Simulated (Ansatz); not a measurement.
Ni₃Ge: optical-spectrum calculation

Ni₃Ge (4 atoms in the cell), computed with DFT PBEsol, scalar-relativistic, plane waves, PAW, no spin polarisation (Ansatz 0.2.0).

The structure derives from a Materials Project entry. It belongs to a series of runs on one base structure; here: independent-particle dielectric function.

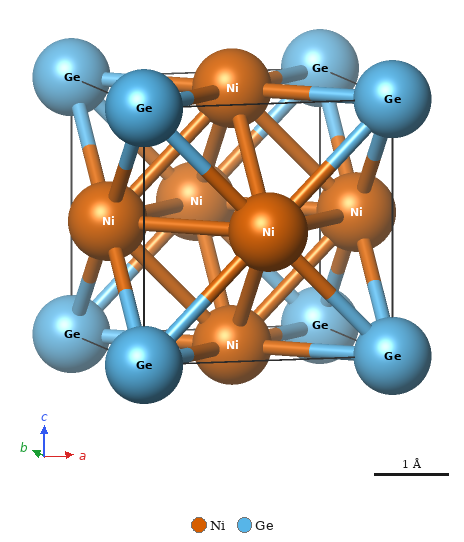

The input geometry (ball-and-stick view of the cell of the calculation, seen slightly off an axis). An atom can appear more than once, as a periodic image. Near neighbours in the periodic cell (some may lie outside the picture): Ni has 4 Ge at 2.49 Å and 8 Ni at 2.49 Å; Ge has 12 Ni at 2.49 Å.

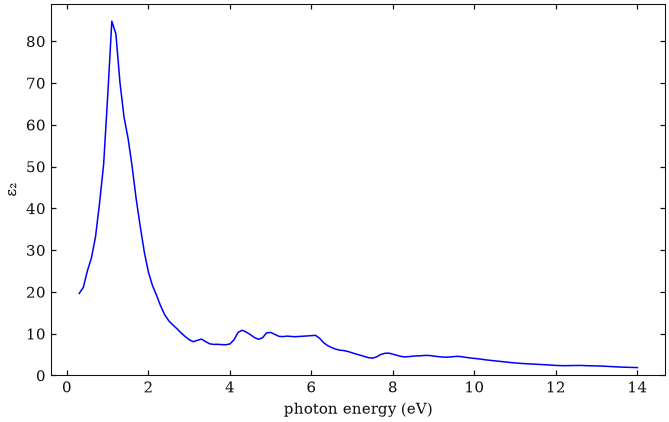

Imaginary part of the dielectric function from interband transitions of independent particles (the three axes agree). Its largest value, about 85, is at 1.1 eV.

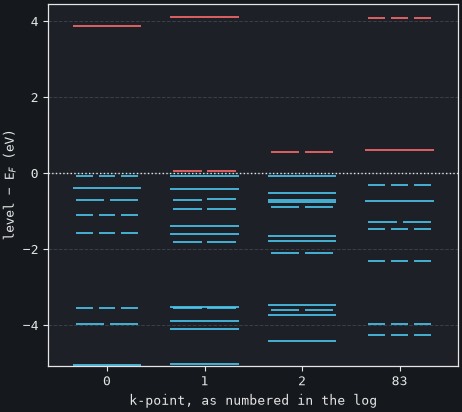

Kohn–Sham levels near the Fermi level (dotted) at the few k-points that the log prints; levels within 0.02 eV of each other stand side by side. The system is metallic on the full mesh.

The input that produced these results follows, with the program's output.

Input file
```yaml
crystal:
  lattice:
    - [3.5269858263, 0.0, 0.0]
    - [0.0, 3.5269858263, 0.0]
    - [0.0, 0.0, 3.5269858263]
  atoms:
    - { symbol: Ni, position: [0.5, 0.0, 0.5] }
    - { symbol: Ni, position: [0.0, 0.5, 0.5] }
    - { symbol: Ni, position: [0.5, 0.5, 0.0] }
    - { symbol: Ge, position: [0.0, 0.0, 0.0] }
basis:
  ecutwfc: 420
kpoints:
  mp_grid: { grid: [12, 12, 12] }
hamiltonian:
  xc: pbesol
scf:
  occupations: { method: fermi_dirac, width: 0.15 }
  n_extra_bands: 16
output:
  eigenvalues: true
  optics: { e_range: [0, 14], sigma: 0.1, nscf_kmesh: { grid: [20, 20, 20] } }
checkpoint:
  read: start.run
  write: ck
  compress: false
  write_wavefunctions: false
  write_every: 100000
```

Launch command:
```bash
ansatz run input.yaml --threads 2 --pin off --max-ram 6144MiB --backend cpu --events-out ev --progress --plain --runs-dir out
```

The program's output
```
Warning: checkpoint.read: basis.xc_grid differs: saved 2, current 1 (points along each axis for each point of the dense box; where the key is left out runs that use forces, runs that use the stress, dielectric runs by a finite field, finite-displacement phonons, runs of phonons.displacement_patterns under a GGA or a meta-GGA, phonons by method: dfpt, dielectric runs by the response, runs on support functions, runs on PAW files under a meta-GGA or a hybrid on one, runs at kind: all_electron or under a hybrid on a GGA, runs under a text's formulas of a gradient, and runs on PAW files that evaluate rPW86 or Becke's exchange or LYP's correlation can take a finer level, which can go by the root key accuracy; a number is taken as typed: the saved number, typed, holds this deck to the state's level, where the deck is accepted there); the SCF iterates at this deck's level from the saved density; a trajectory continued from that state goes on on another energy surface; basis.xc_grid: 2, typed and accepted, keeps it on the saved one
scf.n_extra_bands = 16 over 34 filled bands (N_el = 68.0): the run solves 50 bands
Engine: ansatz 0.2.0, x86_64-unknown-linux-gnu
Pseudopotentials: kind: paw
Pseudopotential: Ni, paw, valence charge 18, recommended cutoff 420 eV (normal), Ni.paw.azcp
Pseudopotential: Ge, paw, valence charge 14, recommended cutoff 420 eV (normal), Ge.paw.azcp
Functional definition: PBEsol
  exchange = pbesol_x
  correlation = pbesol_c
Crystal: 4 atoms, lattice volume = 43.874 Å³
Basis set: ecut = 420 eV, 847 PW (Γ)
Bands: 50, of which v1, the nominal top of the filled ones, is band 34 counted from 1 (33 counted from 0)
Symmetry: 48 space group operations
Space group: Pm-3m (ITA 221), of the structure as read, at distance tolerance 3.5e-5 Å
k-points: 84 of 1728
Non-local potential: Ni, projectors of the file, l = 0: 3, l = 1: 2, l = 2: 3, l = 3: 1
Non-local potential: Ge, projectors of the file, l = 0: 2, l = 1: 2, l = 2: 3, l = 3: 1
PAW form: soft (Blöchl's): semilocal exchange-correlation on the pseudo side does not see the compensation charge
PAW frozen core: Ni, regenerated for the run's functional, and the local potential with it (the file was generated under x = pbe(κ = 0.804, μ = 0.2195149727645171), c = pbe(β = 0.06672455060314922))
PAW frozen core: Ge, regenerated for the run's functional, and the local potential with it (the file was generated under x = pbe(κ = 0.804, μ = 0.2195149727645171), c = pbe(β = 0.06672455060314922))
PAW one-centre angular grid: Ni, 590 points (default); XC on 64 Gauss nodes
PAW one-centre angular grid: Ge, 590 points (default); XC on 64 Gauss nodes
Initial density: read from a saved state, or passed on in memory by an earlier SCF of this step, an earlier step, the calling program or the single point that the run made first
Initial wavefunctions: pseudopotential atomic-orbital guess
Functional: x = pbesol(κ = 0.804, μ = 0.12345679012345678), c = pbesol(β = 0.046)
iter 1 solved again at ethr=3.52e-8 eV; its pass at ethr=3.10e-3 eV (dr2=2.39e-5 eV) is discarded
SCF iter   1: F=—  HF=-21669.866297 eV  |F-HF|=—  |Δ(HF+E_count)|=         —  Δρ=3.89e-7  dr2=2.79e-11  ethr=3.52e-8  ⟨swp⟩=3.5  Hψ=27348  notcnv=0
eigensolver tolerance schedule: the retry pair's looser diagonalisation over-reported the residual by 859379.55 of it (diagonalisation noise at an unbounded share of the residual, at the tolerance the schedule requests for it); recorded, not acted on — ethr = c·dr2/N_el stays at c = 1.0e-1
preconditioner: auto → Kerker (q_TF=auto, 2.935 Å⁻¹)  [metal: Δε(μ)=0.068 eV  Ē_g=19.602 eV  σ=0.150 eV  W_gap=0.11  n_scr=18 (ndim 8)  ℏωp=37.2 eV  f_vac=0.000  D(μ)=2.09/eV (n_scr^D=18)]
SCF iter   2: F=—  HF=-21669.866300 eV  |F-HF|=—  |Δ(HF+E_count)|=   3.33e-6  Δρ=3.69e-7  dr2=3.84e-11  ethr=1.00e-12  ⟨swp⟩=3.2  Hψ=8773  notcnv=0
SCF iter   3: F=—  HF=-21669.866300 eV  |F-HF|=—  |Δ(HF+E_count)|=    0.00e0  Δρ=2.15e-7  dr2=1.51e-11  ethr=1.00e-12  ⟨swp⟩=1.0  Hψ=4181  notcnv=0
iter 4 did not close the SCF: its close was put off for the readings that it lacked (scf_convergence_deferred on its scf_iter line)
SCF iter   4: F=-21669.866300 eV  HF=-21669.866300 eV  |F-HF|=3.64e-12  |Δ(HF+E_count)|=  7.28e-12  Δρ=6.15e-8  dr2=8.79e-13  ethr=1.00e-12  ⟨swp⟩=1.0  Hψ=4181  notcnv=0
iter 5 did not close the SCF: its close was put off for the readings that it lacked (scf_convergence_deferred on its scf_iter line)
SCF iter   5: F=-21669.866300 eV  HF=-21669.866300 eV  |F-HF|=7.28e-12  |Δ(HF+E_count)|=  3.64e-12  Δρ=5.22e-8  dr2=5.39e-13  ethr=1.00e-12  ⟨swp⟩=1.0  Hψ=4181  notcnv=0
iter 6 did not close the SCF: its close was put off for the readings that it lacked (scf_convergence_deferred on its scf_iter line)
SCF iter   6: F=-21669.866300 eV  HF=-21669.866300 eV  |F-HF|=0.00e0  |Δ(HF+E_count)|=  3.64e-12  Δρ=2.76e-8  dr2=1.56e-13  ethr=1.00e-12  ⟨swp⟩=1.0  Hψ=4181  notcnv=0
iter 7 did not close the SCF: its close was put off for the readings that it lacked (scf_convergence_deferred on its scf_iter line)
SCF iter   7: F=-21669.866300 eV  HF=-21669.866300 eV  |F-HF|=0.00e0  |Δ(HF+E_count)|=    0.00e0  Δρ=1.36e-8  dr2=3.67e-14  ethr=1.00e-12  ⟨swp⟩=1.0  Hψ=4181  notcnv=0
SCF iter   8: F=-21669.866300 eV  HF=-21669.866300 eV  |F-HF|=7.28e-12  |Δ(HF+E_count)|=  7.28e-12  Δρ=3.07e-9  dr2=1.82e-15  ethr=1.00e-12  ⟨swp⟩=1.9  Hψ=9520  notcnv=0
SCF 1 converged in 8 iterations: F = -21669.866300 eV  dr2 = 1.82e-15
  greatest PAW one-centre occupation: 1.001 electrons in one spin orbital (limit 2), on the Ni atom at site 2 (counted from 0), in its partial waves of l = 1
NSCF: frozen V_eff on 286 k-points
Optics k sum: 0 of 286 k-points
Optics k sum: 15 of 286 k-points
Optics k sum: 29 of 286 k-points
Optics k sum: 43 of 286 k-points
Optics k sum: 58 of 286 k-points
Optics k sum: 72 of 286 k-points
Optics k sum: 86 of 286 k-points
Optics k sum: 101 of 286 k-points
Optics k sum: 115 of 286 k-points
Optics k sum: 129 of 286 k-points
Optics k sum: 143 of 286 k-points
Optics k sum: 158 of 286 k-points
Optics k sum: 172 of 286 k-points
Optics k sum: 186 of 286 k-points
Optics k sum: 201 of 286 k-points
Optics k sum: 215 of 286 k-points
Optics k sum: 229 of 286 k-points
Optics k sum: 244 of 286 k-points
Optics k sum: 258 of 286 k-points
Optics k sum: 272 of 286 k-points
Optics k sum: 286 of 286 k-points
Optics k sum: 0 of 286 k-points
Optics k sum: 15 of 286 k-points
Optics k sum: 29 of 286 k-points
Optics k sum: 43 of 286 k-points
Optics k sum: 58 of 286 k-points
Optics k sum: 72 of 286 k-points
Optics k sum: 86 of 286 k-points
Optics k sum: 101 of 286 k-points
Optics k sum: 115 of 286 k-points
Optics k sum: 129 of 286 k-points
Optics k sum: 143 of 286 k-points
Optics k sum: 158 of 286 k-points
Optics k sum: 172 of 286 k-points
Optics k sum: 186 of 286 k-points
Optics k sum: 201 of 286 k-points
Optics k sum: 215 of 286 k-points
Optics k sum: 229 of 286 k-points
Optics k sum: 244 of 286 k-points
Optics k sum: 258 of 286 k-points
Optics k sum: 272 of 286 k-points
Optics k sum: 286 of 286 k-points
SCF converged after 8 iterations
Free energy (F): -21669.866300 eV
Harris-Foulkes:  -21669.866300 eV  (|F-HF|=7.28e-12)
Internal energy: -21669.694258 eV  (E = F + TS)
E sigma→0 (E₀):  -21669.780279 eV
Entropy (-TS):   -0.172042 eV (-43.011 meV/atom)
Fermi energy:    18.714790 eV
--- Per-component energies (eV) ---
  E_band       = -835.281748
  E_kinetic    = 969.090752
  E_local      = -12152.103887  (includes V_loc(G=0)·N_el)
  E_nonlocal   = 2336.869888
  E_hartree    = 5152.242747
  E_xc         = -331.651852
  E_vxc        = -397.132548  (∫ρ·V_xc dr)
  E_paw        = -6771.044757  (= ΣΔE_a)
  E_vpaw       = -1896.493647  (= ΣTr[D̂ρ^β])
  E_aug_tail   = 0.002204  (compensation charges beyond the density's cutoff)
  E_ewald      = -10874.609156
  E_core_change = 1.509803  (= ΣΔE_core)
  E_smearing   = -0.172042  (= −TS)
  E_closure    = 0.000000  (closes the sum)
  Σ components = -21669.866300   (vs F -21669.866300, Δ=0.00e0)
--- Band table (eV; the first three rows and the last of 84) ---
  k-point 0: bands = ["-84.2070", "-84.1733", "-84.1733", "-44.8279", "-44.8279", "-44.8279", "-44.7737", "-44.7737", "-44.7737", "-44.6206", "-44.6206", "-44.6206", "-6.0073", "-6.0073", "-5.9924", "-5.9924", "-5.9924", "5.9970", "13.6700", "14.7577", "14.7577", "15.1729", "15.1729", "15.1729", "17.1439", "17.1439", "17.1439", "17.6053", "17.6053", "17.6053", "18.0203", "18.0203", "18.3301", "18.6382", "18.6382", "18.6382", "22.5796", "25.4820", "25.4820", "29.1185", "29.1185", "29.1185", "32.1012", "32.1012", "32.1012", "34.8191", "34.8191", "34.8191", "36.3113", "40.0057"]
  k-point 1: bands = ["-84.2065", "-84.1738", "-84.1733", "-44.8267", "-44.8267", "-44.8263", "-44.7740", "-44.7740", "-44.7738", "-44.6226", "-44.6215", "-44.6215", "-6.0070", "-6.0055", "-5.9924", "-5.9924", "-5.9923", "6.0763", "13.6801", "14.6124", "14.8128", "15.1601", "15.1601", "15.1925", "16.9036", "16.9036", "17.1209", "17.3320", "17.7810", "17.7810", "18.0203", "18.0262", "18.2961", "18.6383", "18.7850", "18.7850", "22.8275", "25.4780", "25.7672", "28.8714", "28.9441", "28.9441", "31.7222", "31.7222", "31.7603", "34.8249", "35.6178", "35.6178", "36.6465", "40.1824"]
  k-point 2: bands = ["-84.2050", "-84.1752", "-84.1732", "-44.8232", "-44.8232", "-44.8215", "-44.7752", "-44.7752", "-44.7741", "-44.6280", "-44.6238", "-44.6238", "-6.0061", "-6.0005", "-5.9924", "-5.9924", "-5.9921", "6.3103", "13.5502", "14.2984", "14.9719", "15.1156", "15.1156", "15.2485", "16.6126", "16.6126", "16.9266", "17.0557", "17.8312", "17.8312", "17.9483", "18.0153", "18.1996", "18.6385", "19.2853", "19.2853", "23.1922", "25.4667", "26.6120", "28.2686", "28.2686", "28.4214", "30.9770", "31.5114", "31.5114", "34.8415", "37.2204", "37.2204", "37.3723", "39.7151"]
  k-point 83: bands = ["-84.1844", "-84.1844", "-84.1844", "-44.8507", "-44.8507", "-44.8507", "-44.7800", "-44.7220", "-44.7220", "-44.7220", "-44.5904", "-44.5904", "-6.0057", "-6.0057", "-6.0057", "-5.9671", "-5.9671", "9.5773", "14.4517", "14.4517", "14.4517", "14.7336", "14.7336", "14.7336", "16.4111", "16.4111", "16.4111", "17.2596", "17.2596", "17.2596", "17.4404", "17.4404", "17.9970", "18.4083", "18.4083", "18.4083", "19.3309", "22.8097", "22.8097", "22.8097", "35.9606", "35.9606", "35.9606", "39.2364", "39.2364", "39.2364", "39.3366", "39.3366", "39.6181", "41.5612"]
```

Key numbers

- outcome: converged
- space group (tolerance 0.01 Å): Pm-3m (221)
- electrons treated: 68
- free energy: −21669.8663 eV
- Fermi energy: 18.715 eV
- gap on the k-point mesh: none (metallic)
- hardware: 2 threads of Intel Xeon @ 2.50GHz (Skylake/Cascade Lake), 189 GiB of memory available, shared host
- wall time: 4.5 min (CPU time 6.4 min)
- peak memory: 2.7 GiB

Results for this metal are sensitive to the k-point mesh. Warnings of the run: the optical spectrum is taken on partly filled bands. The run has no spin polarisation, so a magnetic state may lie lower.
